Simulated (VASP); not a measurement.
```
CELL_PARAMETERS angstrom
6.41000 0.00000 0.00000
0.00000 4.53255 0.00000
0.00000 0.00000 18.26628
ATOMIC_POSITIONS crystal
Cd 0.53539 0.50000 0.48070
Cd 0.03539 0.00000 0.51930
Te 0.71461 0.00000 0.42020
Te 0.21461 0.50000 0.57980
```

Computed with VASP, Kohn-Sham DFT of a periodic cell, PBEsol, VASP PAW PBE potentials, recommended.

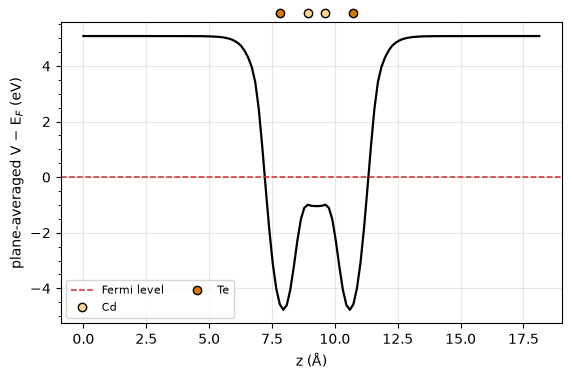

CdTe (slab). Plane average of the electrostatic potential energy of an electron across the slab. Circles mark the heights of the atoms.

### How far above the Fermi level of the calculation is the vacuum level?

5.1 eV. The slab has a gap, so the Fermi level lies inside it and this isn't a work function in the metallic sense.

### What are the slab's thickness and the vacuum gap?

The outermost nuclei are 2.9 Å apart, in 4 atomic planes; the vacuum between periodic images is 15.4 Å wide.
